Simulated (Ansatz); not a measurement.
## Band-structure calculation of SnSe2 (part 2 of 2)

The same run, continued: SnSe2 (P-3m1, 3 atoms in the cell); DFT, HSE06, plane waves, PAW, no spin polarisation (Ansatz 0.2.0); cutoff 420 eV, 6×6×4 k-mesh, fixed occupations. The structure was built on a prototype by a generator. The geometry comes from this level: r2scan-rvv10 (a point of a series of strains). It belongs to a series of runs on one base structure; here: hydrostatic strain -4.0%.

Geometry of the input (Å; fractional positions):
```
3.6721  0.0000  0.0000
-1.8361  3.1802  0.0000
0.0000  0.0000  5.9780
Sn 0.0000  0.0000  0.0000
Se 0.3333  0.6667  0.2691
Se 0.6667  0.3333  0.7309
```

Output, continued:
```
  k-point 0: bands = ["-41.4737", "-41.4737", "-41.4727", "-41.4727", "-41.4680", "-41.4680", "-41.4680", "-41.4680", "-41.4659", "-41.4656", "-14.2398", "-14.2398", "-14.1622", "-14.1514", "-14.1514", "-6.6246", "-4.4865", "1.7008", "8.7401", "8.7401", "8.9509", "8.9509", "8.9997", "11.4587", "13.4689", "15.1580", "15.1580"]
  k-point 1: bands = ["-41.4736", "-41.4736", "-41.4728", "-41.4728", "-41.4680", "-41.4680", "-41.4680", "-41.4680", "-41.4659", "-41.4656", "-14.2398", "-14.2398", "-14.1620", "-14.1514", "-14.1514", "-6.4757", "-4.8127", "2.4115", "7.4716", "8.6030", "8.6030", "9.1383", "9.1383", "12.5358", "13.5183", "14.9216", "14.9216"]
  k-point 2: bands = ["-41.4735", "-41.4735", "-41.4729", "-41.4729", "-41.4680", "-41.4680", "-41.4680", "-41.4680", "-41.4658", "-41.4657", "-14.2398", "-14.2398", "-14.1619", "-14.1514", "-14.1514", "-6.2613", "-5.1853", "3.4534", "5.9876", "8.5287", "8.5287", "9.2649", "9.2649", "13.3666", "13.4199", "14.7050", "14.7050"]
  k-point 23: bands = ["-41.4732", "-41.4729", "-41.4729", "-41.4725", "-41.4682", "-41.4680", "-41.4680", "-41.4677", "-41.4653", "-41.4653", "-14.2674", "-14.2674", "-14.1505", "-14.1505", "-14.1157", "-3.8942", "-3.8942", "1.1766", "4.0982", "4.0982", "4.6029", "8.6989", "8.6989", "12.5541", "14.1366", "14.1366", "15.9227"]
```

File bands.tsv:
```
# k_distance	band_0	band_1	band_2	band_3	band_4	band_5	band_6	band_7	band_8	band_9	band_10	band_11	band_12	band_13	band_14	band_15	band_16	band_17	band_18	band_19	band_20	band_21	band_22	band_23	band_24	band_25	band_26
# fermi_ev = 9.290735
# lock_threshold_ev = 1e-6
# [0, 0, 0] at k_distance = 0.000000
# [0.5, 0, 0] at k_distance = 0.987870
# [0.3333333333, 0.3333333333, 0] at k_distance = 1.558216
# [0, 0, 0.5] at k_distance = 2.814146
# [0.5, 0, 0.5] at k_distance = 3.802016
# [0.3333333333, 0.3333333333, 0.5] at k_distance = 4.372362
# [0, 0.132812, -0.161458] at k_distance = 5.527758
# [0, 0.442708, 0.354167] at k_distance = 6.345430
# levels_relative_to = fermi_ev
# free_energy_ev = -16970.270494
# largest_residual_norms_ev = 1.004e-4 1.751e-4 1.287e-4 1.335e-4 7.090e-5 9.713e-5 9.848e-5 9.091e-5 7.413e-5 1.141e-4 1.285e-4 1.301e-4 1.372e-4 1.494e-4 1.797e-4 2.680e-4 3.042e-4 6.255e-4 9.539e-4 6.986e-4 8.519e-4 8.709e-4 1.111e-3 1.187e-3 1.006e-3 1.078e-3 1.108e-3
0.000000	-50.764425	-50.764425	-50.763405	-50.763405	-50.758742	-50.758742	-50.758729	-50.758729	-50.756622	-50.756310	-23.530552	-23.530552	-23.452905	-23.442089	-23.442089	-15.915299	-13.777214	-7.589953	-0.550591	-0.550591	-0.339854	-0.339854	-0.291033	2.167986	4.178155	5.867221	5.867221
0.987870	-50.764075	-50.763788	-50.763714	-50.763036	-50.759130	-50.758675	-50.758643	-50.758298	-50.756096	-50.756001	-23.611823	-23.499945	-23.476819	-23.410884	-23.403018	-13.817576	-13.115927	-7.993718	-5.305680	-4.052436	-2.952690	-2.106781	-0.313202	2.006826	4.493822	5.625687	5.995197
1.558216	-50.764045	-50.763641	-50.763641	-50.763140	-50.758962	-50.758692	-50.758692	-50.758326	-50.756028	-50.756028	-23.557783	-23.557783	-23.441224	-23.441224	-23.406667	-13.214980	-13.214980	-8.268464	-4.257028	-4.257028	-4.031253	-2.499782	-2.499782	1.356276	7.395531	7.395531	8.738877
2.814146	-50.764189	-50.764189	-50.763620	-50.763620	-50.758775	-50.758775	-50.758724	-50.758724	-50.756545	-50.756401	-23.530571	-23.530571	-23.452585	-23.442119	-23.442119	-15.551995	-14.476077	-5.837382	-3.303161	-0.762027	-0.762027	-0.025785	-0.025785	4.075875	4.129196	5.414224	5.414224
3.802016	-50.764032	-50.763901	-50.763777	-50.762923	-50.759052	-50.758768	-50.758605	-50.758342	-50.756040	-50.756016	-23.612321	-23.500005	-23.476977	-23.410884	-23.402774	-13.607997	-13.284175	-8.290075	-6.102181	-2.597827	-2.501473	-1.294118	-1.049598	1.244147	4.422295	5.424609	6.265504
4.372362	-50.763956	-50.763654	-50.763654	-50.763217	-50.758887	-50.758693	-50.758693	-50.758411	-50.756005	-50.756005	-23.558092	-23.558092	-23.441252	-23.441252	-23.406460	-13.184937	-13.184937	-8.114149	-5.192530	-5.192530	-4.687849	-0.591794	-0.591794	3.263343	4.845910	4.845910	6.632004
5.527758	-50.764363	-50.764232	-50.763450	-50.763415	-50.758868	-50.758778	-50.758660	-50.758624	-50.756530	-50.756273	-23.542409	-23.522244	-23.449811	-23.444256	-23.440375	-15.632595	-13.766807	-7.148731	-2.429298	-1.780284	-1.370276	-0.259680	0.069631	3.597263	4.736160	5.757563	5.895556
6.345430	-50.764077	-50.763916	-50.763729	-50.762940	-50.759058	-50.758747	-50.758626	-50.758341	-50.756081	-50.756014	-23.609445	-23.500251	-23.476014	-23.412642	-23.404444	-13.798758	-13.232746	-8.190735	-5.736657	-2.787782	-2.629238	-1.460680	-0.890059	1.056170	4.968026	5.825854	6.453460
```

File rho_z.tsv:
```
# z_ang	rho[e/angstrom^3]
# format = ansatz-planar-average/11
# lattice	3.672143357	-0.000000000	0.000000000
# lattice	-1.836071678	3.180169433	0.000000000
# lattice	0.000000000	0.000000000	5.977995902
# sites	3
# site	50	0.000000000	0.000000000	0.000000000
# site	34	0.000000000	2.120112955	1.608941850
# site	34	1.836071678	1.060056478	4.369054051
0.000000	1.145836e0
0.149450	1.055420e0
0.298900	8.396423e-1
0.448350	6.106981e-1
0.597800	4.506891e-1
0.747249	3.752307e-1
0.896699	3.723578e-1
1.046149	4.549236e-1
1.195599	6.803173e-1
1.345049	1.097717e0
1.494499	1.555929e0
1.643949	1.676612e0
1.793399	1.325637e0
1.942849	8.222170e-1
2.092299	4.659764e-1
2.241748	2.809110e-1
2.391198	1.892472e-1
2.540648	1.360695e-1
2.690098	1.001486e-1
2.839548	7.939598e-2
2.988998	7.266350e-2
3.138448	7.939598e-2
3.287898	1.001486e-1
3.437348	1.360695e-1
3.586798	1.892472e-1
3.736247	2.809110e-1
3.885697	4.659764e-1
4.035147	8.222170e-1
4.184597	1.325637e0
4.334047	1.676612e0
4.483497	1.555929e0
4.632947	1.097717e0
4.782397	6.803173e-1
4.931847	4.549236e-1
5.081297	3.723578e-1
5.230746	3.752307e-1
5.380196	4.506891e-1
5.529646	6.106981e-1
5.679096	8.396423e-1
5.828546	1.055420e0
```

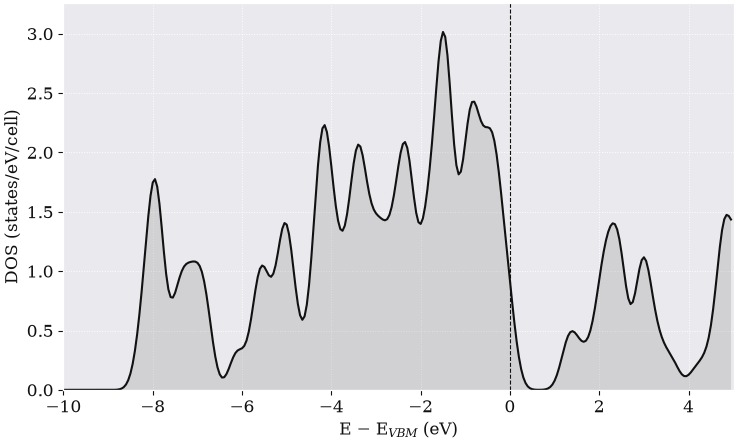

*Density of states (the curve is built from the levels of the k mesh with Gaussians 0.4 eV wide, which also blur the band edges), with energies from the valence-band top.*

There is a gap of 1.24 eV on the k-point mesh. Small ripples come from the finite k-point mesh.

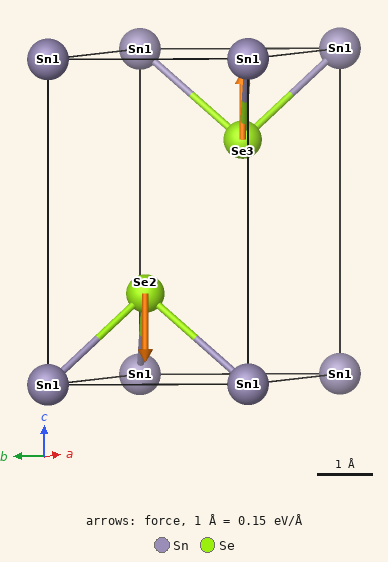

*Forces on the atoms as orange arrows (ball-and-stick view of the cell of the calculation, seen at an oblique angle; atoms are numbered from 1 in the order of the input).*

The largest act on Se2, Se3 (0.19 eV/Å). The geometry is not a stationary point of this energy.

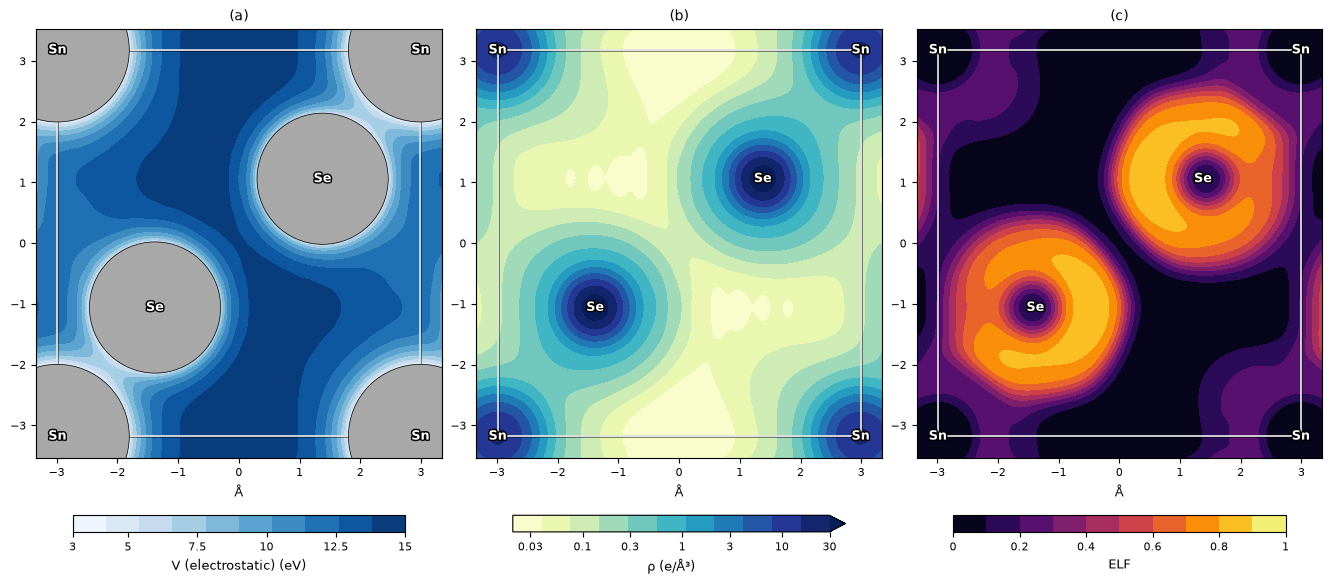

*(a) electrostatic potential (local pseudopotential plus Hartree) felt by an electron; (b) valence pseudo-density; (c) ELF on the (110) plane of the conventional cell. Grey discs, where drawn, cover atomic cores.*

Sn–Se (2.66 Å): ρ at the midpoint is about 0.43 e/Å³; the ELF is about 0.60 at the midpoint. Away from the nuclei the density in this plane falls to 0.01 e/Å³ at its lowest. Outside the cores the potential energy rises away from the atoms and is highest about 2.4 Å from the nearest atoms; outside the discs it spans about 11 eV, and its zero is arbitrary. In a PAW calculation such maps are meaningful between the atoms, not at the nuclei.

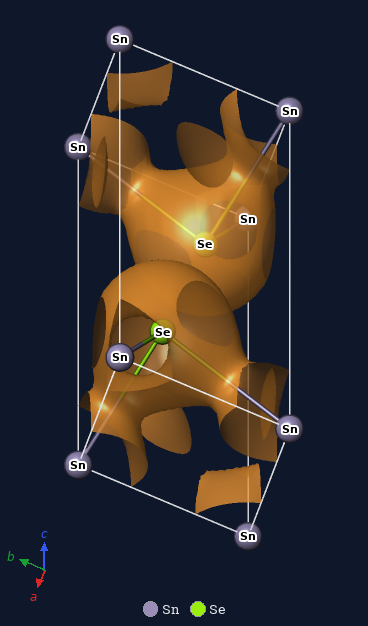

*Isosurface of the valence charge density (pseudo) at 0.3 e/Å³ (orange), seen at an oblique angle. Sticks mark near contacts. The outline is the cell set on symmetry axes.*

At this value the density is joined into sheets; it holds about 85 % of the electrons treated as valence (semicore included). On the grid the lowest density along these lines, outside the cores, is 0.42 e/Å³ (Sn–Se, 2.66 Å).
